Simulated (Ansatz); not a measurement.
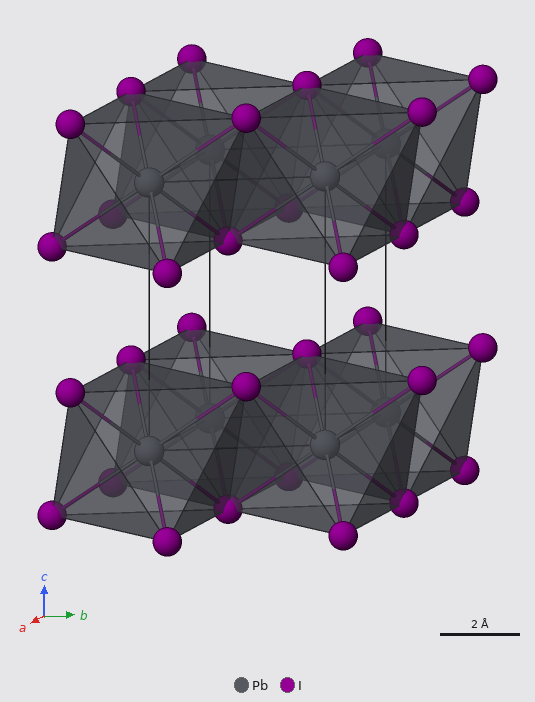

Figure 1. The structure as given in the input (polyhedral view of the cell of the calculation, seen slightly off an axis; polyhedra are completed across the faces of the cell). An atom can appear more than once, as a periodic image.

PbI$_{2}$: band-structure calculation

System: PbI$_{2}$ (P-3m1, 3 atoms in the cell).
Method: DFT, PBEsol, all-electron LAPW, scalar-relativistic, no spin polarisation (Ansatz 0.2.0).

The structure derives from an entry of the Crystallography Open Database. It belongs to a series of runs on one base structure; here: volume scaled by 1.01.

## The program's output
```
LAPW: plane waves up to 6.806 Å⁻¹, error target 1.0e-3 eV per atom; small_component_spin mean_spin; I in spheres of 1.564 Å, 25 of its electrons in bands, Dirac shells []; Pb in spheres of 1.661 Å, 36 of its electrons in bands, Dirac shells [] (how accurate: hamiltonian.pseudopotentials.lapw.basis_error, Limitations)
Engine: ansatz 0.2.0, x86_64-unknown-linux-gnu
Pseudopotentials: kind: all_electron
Pseudopotential: Pb, LAPW, valence charge 36, lapw/all_electron/scalar/gaussian/Pb, Koelling and Harmon's equation, gaussian nucleus
Pseudopotential: I, LAPW, valence charge 25, lapw/all_electron/scalar/gaussian/I, Koelling and Harmon's equation, gaussian nucleus
Functional definition: PBEsol
  exchange = pbesol_x
  correlation = pbesol_c
Crystal: 3 atoms, lattice volume = 126.619 Å³
Basis set: ecut = 176.4648664123313 eV, 651 PW (Γ), exchange–correlation at level 2
Bands: 52, of which v1, the nominal top of the filled ones, is band 43 counted from 1 (42 counted from 0)
Symmetry: 12 space group operations
Space group: P-3m1 (ITA 164), of the structure as read, at distance tolerance 5.0e-5 Å
k-points: 40 of 320
Non-local potential: Pb, projectors of the file, none
Non-local potential: I, projectors of the file, none
Initial density: superposition of atomic densities (chi_scale 0.1, normalization cell, long waves kept (reshape's long-wave potential 0.13 eV rms))
Initial wavefunctions: plane waves of lowest kinetic energy (no species holds an atomic orbital)
Functional: x = pbesol(κ = 0.804, μ = 0.12345679012345678), c = pbesol(β = 0.046)
iter 1 solved again at ethr=6.52e-4 eV; its pass at ethr=1.00e-1 eV (dr2=5.61e-1 eV) is discarded
SCF iter   1: F=—  HF=-955039.743923 eV  |F-HF|=—  |Δ(HF+E_count)|=         —  Δρ=1.19e-2  dr2=5.60e-1  ethr=6.52e-4  ⟨swp⟩=2.6  Hψ=12930  notcnv=0
preconditioner: auto → Resta (q_TF=auto, 2.558 Å⁻¹)  ε∞=2.4  [insulator: Δε(μ)=2.490 eV  Ē_g=14.893 eV  σ=0.020 eV  W_gap=1.00  n_scr=34 (ndim 8)  ℏωp=17.5 eV  f_vac=0.247  D(μ)=0.00/eV (n_scr^D=0)  ε∞_Penn≈2.4]
SCF iter   2: F=—  HF=-955039.581791 eV  |F-HF|=—  |Δ(HF+E_count)|=   1.62e-1  Δρ=5.28e-3  dr2=6.65e-2  ethr=6.51e-4  ⟨swp⟩=3.0  Hψ=6544  notcnv=0  defer=1
SCF iter   3: F=—  HF=-955039.576759 eV  |F-HF|=—  |Δ(HF+E_count)|=   5.03e-3  Δρ=2.71e-3  dr2=1.94e-2  ethr=7.74e-5  ⟨swp⟩=2.0  Hψ=6439  notcnv=0
iter 4 solved again at ethr=9.20e-7 eV; its pass at ethr=2.25e-5 eV (dr2=7.92e-4 eV) is discarded
SCF iter   4: F=—  HF=-955039.577870 eV  |F-HF|=—  |Δ(HF+E_count)|=   1.11e-3  Δρ=5.68e-4  dr2=7.93e-4  ethr=9.20e-7  ⟨swp⟩=2.0  Hψ=10639  notcnv=0
SCF iter   5: F=—  HF=-955039.577921 eV  |F-HF|=—  |Δ(HF+E_count)|=   5.12e-5  Δρ=1.01e-4  dr2=1.73e-5  ethr=9.20e-7  ⟨swp⟩=2.1  Hψ=6097  notcnv=0
SCF iter   6: F=—  HF=-955039.577923 eV  |F-HF|=—  |Δ(HF+E_count)|=   1.64e-6  Δρ=4.35e-5  dr2=4.49e-6  ethr=2.01e-8  ⟨swp⟩=3.0  Hψ=6308  notcnv=0
SCF iter   7: F=—  HF=-955039.577924 eV  |F-HF|=—  |Δ(HF+E_count)|=   9.88e-7  Δρ=1.81e-5  dr2=6.34e-7  ethr=5.22e-9  ⟨swp⟩=3.0  Hψ=6232  notcnv=0
SCF iter   8: F=-955039.577926 eV  HF=-955039.577926 eV  |F-HF|=1.24e-7  |Δ(HF+E_count)|=   1.80e-6  Δρ=5.75e-6  dr2=8.56e-8  ethr=7.37e-10  ⟨swp⟩=3.0  Hψ=6400  notcnv=0
SCF 1 converged in 8 iterations: F = -955039.577926 eV  dr2 = 8.56e-8
```

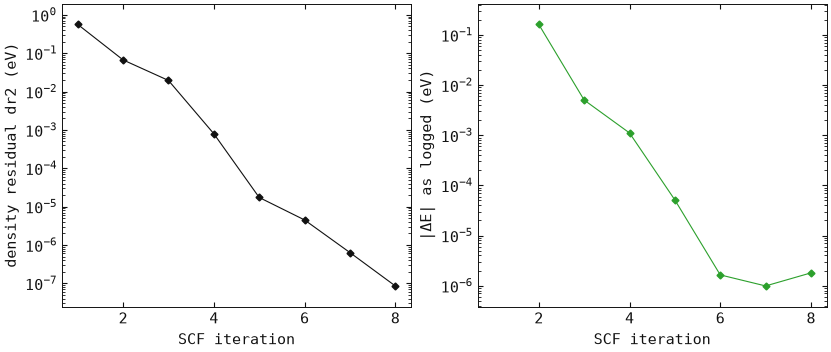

Figure 2. Convergence of the self-consistent field: density residual dr2 and size of the energy change against the SCF iteration. The residual falls at every step.

```
NSCF: frozen V_eff on 41 k-points
SCF converged after 8 iterations
Free energy (F): -955039.577926 eV
Harris-Foulkes:  -955039.577926 eV  (|F-HF|=1.24e-7)
Internal energy: -955039.577926 eV  (E = F + TS)
E sigma→0 (E₀):  -955039.577926 eV
Fermi energy:    8.101309 eV
--- Per-component energies (eV) ---
  E_band       = -5206.751546
  E_kinetic    = 1064419.380385
  E_xc         = -20144.202228
  E_electrostatic = -1999314.756083  (all electrons and nuclei)
  E_smearing   = -0.000000  (= −TS)
  E_closure    = 0.000000  (closes the sum)
  E_atoms      = -955030.282256  (free atoms, spherical and without spin; not in F)
  Σ components = -955039.577926   (vs F -955039.577926, Δ=0.00e0)
  Basis errors (estimates in eV, not in F): energy 4.6e-4 per atom: plane waves 4.2e-4 (2.3e-4 summed), levels above the bands 4.1e-168, relativity 1.1e-8, radial functions 4.0e-5, core shells 6.2e-9; eigenvalues (radial functions only) 3.8e-5; not estimated: angular momenta, meshes, grids; target (lapw.basis_error) 1.0e-3; muffin-tin radii I 1.564 Å, Pb 1.661 Å
--- Forces (eV/Å), atoms counted from 1 ---
  atom   1  Pb    -0.00000000    -0.00000000     0.00000000
  atom   2  I     -0.00000000     0.00000000    -0.03963559
  atom   3  I      0.00000000    -0.00000000     0.03963559
  max |Σ_I F_I| component: 1.05e-30 eV/Å
--- Stress (GPa, compression-positive) ---
       -0.253832      -0.000000      -0.000000
       -0.000000      -0.253832       0.000000
       -0.000000       0.000000      -0.110467
  P = ⅓ Tr σ = -0.2060 GPa (-2.060 kbar)
--- Band table (eV; the first three rows and the last of 40) ---
  k-point 0: bands = ["-166.8166", "-166.8166", "-131.7055", "-120.7583", "-120.7562", "-120.7562", "-120.7549", "-120.7539", "-120.7539", "-120.7535", "-113.8823", "-113.8823", "-113.8802", "-113.8802", "-113.8802", "-113.8802", "-73.4974", "-73.4946", "-73.4946", "-36.7961", "-36.7961", "-36.7957", "-36.7957", "-36.7949", "-36.7948", "-36.7933", "-36.7933", "-36.7933", "-36.7933", "-9.0052", "-9.0052", "-8.9900", "-8.9819", "-8.9819", "-5.1567", "-4.4266", "0.1342", "5.8825", "6.0467", "6.0467", "6.1379", "6.1379", "6.3503", "9.4284", "10.3562", "10.3562", "13.2720", "14.4532", "14.7921", "14.9094", "14.9094", "15.7268"]
  k-point 1: bands = ["-166.8166", "-166.8166", "-131.7055", "-120.7583", "-120.7562", "-120.7562", "-120.7549", "-120.7539", "-120.7539", "-120.7535", "-113.8823", "-113.8823", "-113.8802", "-113.8802", "-113.8802", "-113.8802", "-73.4974", "-73.4946", "-73.4946", "-36.7961", "-36.7961", "-36.7957", "-36.7957", "-36.7949", "-36.7948", "-36.7934", "-36.7934", "-36.7933", "-36.7933", "-9.0052", "-9.0052", "-8.9900", "-8.9819", "-8.9819", "-5.1128", "-4.4914", "0.1973", "5.5402", "5.9772", "5.9772", "6.2222", "6.2222", "6.6812", "9.3404", "10.2907", "10.2907", "13.4079", "14.2107", "14.6380", "14.6380", "15.3708", "16.0603"]
  k-point 2: bands = ["-166.8166", "-166.8166", "-131.7055", "-120.7583", "-120.7562", "-120.7562", "-120.7549", "-120.7539", "-120.7539", "-120.7535", "-113.8823", "-113.8823", "-113.8802", "-113.8802", "-113.8802", "-113.8802", "-73.4974", "-73.4946", "-73.4946", "-36.7960", "-36.7960", "-36.7957", "-36.7957", "-36.7949", "-36.7949", "-36.7934", "-36.7934", "-36.7933", "-36.7933", "-9.0052", "-9.0052", "-8.9900", "-8.9819", "-8.9819", "-5.0150", "-4.6220", "0.3017", "5.2121", "5.9208", "5.9208", "6.3031", "6.3031", "6.9976", "9.1949", "10.1887", "10.1887", "13.3842", "14.3693", "14.3693", "14.7057", "15.4681", "15.8787"]
  k-point 39: bands = ["-166.8166", "-166.8166", "-131.7055", "-120.7583", "-120.7562", "-120.7562", "-120.7549", "-120.7539", "-120.7539", "-120.7535", "-113.8823", "-113.8823", "-113.8802", "-113.8802", "-113.8802", "-113.8802", "-73.4974", "-73.4946", "-73.4946", "-36.7961", "-36.7960", "-36.7959", "-36.7958", "-36.7947", "-36.7947", "-36.7933", "-36.7933", "-36.7932", "-36.7932", "-9.0330", "-9.0161", "-8.9826", "-8.9759", "-8.9753", "-4.3820", "-4.3365", "-0.4221", "3.9847", "4.2173", "4.5873", "6.1207", "6.2695", "6.8567", "10.3750", "10.5537", "11.1609", "13.6412", "14.2428", "15.0013", "15.4859", "15.9798", "16.1948"]
```

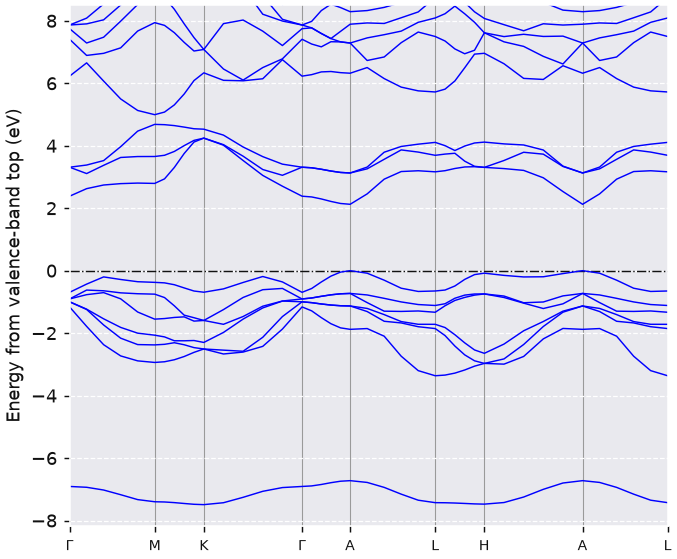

Figure 3. Band structure along Γ–M–K–Γ–A–L–H–A–L, with energies from the valence-band top. There is a gap of 2.13 eV on this path, direct, at A.

This output came from the following input.

## The input
```yaml
crystal:
  lattice:
    - [4.5701348635, 0.0, 0.0]
    - [-2.2850674318, 3.9578528905, 0.0]
    - [0.0, 0.0, 7.0001795723]
  atoms:
    - { symbol: Pb, position: [0.0, 0.0, 0.0] }
    - { symbol: I, position: [0.3333333333, 0.6666666667, 0.265] }
    - { symbol: I, position: [0.6666666667, 0.3333333333, 0.735] }
kpoints:
  mp_grid: { grid: [8, 8, 5] }
  band_path:
    path:
      - [0.0, 0.0, 0.0]
      - [0.5, 0.0, 0.0]
      - [0.3333333333, 0.3333333333, 0.0]
      - [0.0, 0.0, 0.0]
      - [0.0, 0.0, 0.5]
      - [0.5, 0.0, 0.5]
      - [0.3333333333, 0.3333333333, 0.5]
      - [0.0, 0.0, 0.5]
      - [0.5, 0.0, 0.5]
    npoints: 5
scf:
  occupations: { method: fermi_dirac, width: 0.02 }
hamiltonian:
  xc: pbesol
  pseudopotentials: { kind: all_electron, lapw: { basis_error: 0.001 } }
output:
  forces: true
  stress: true
  eigenvalues: true
```

Launch command:
```bash
ansatz run input.yaml --threads 1 --pin off --max-ram 4096MiB --backend cpu --events-out ev --progress --plain --runs-dir out
```

## Summary

- outcome: converged
- space group (tolerance 0.01 Å): P-3m1 (164)
- electrons in bands (core shells apart): 86
- free energy: −955039.5779 eV
- Fermi energy: 8.101 eV
- gap on the k-point mesh: 2.20 eV
- pressure: −0.21 GPa
- largest force (length of the vector): 0.040 eV/Å
- hardware: 1 thread of AMD EPYC (Zen 3), 32 GiB of memory available, shared host
- wall time: 30 s
- peak memory: 0.49 GiB

## Remarks

Spin–orbit coupling is left out, which matters for Pb.
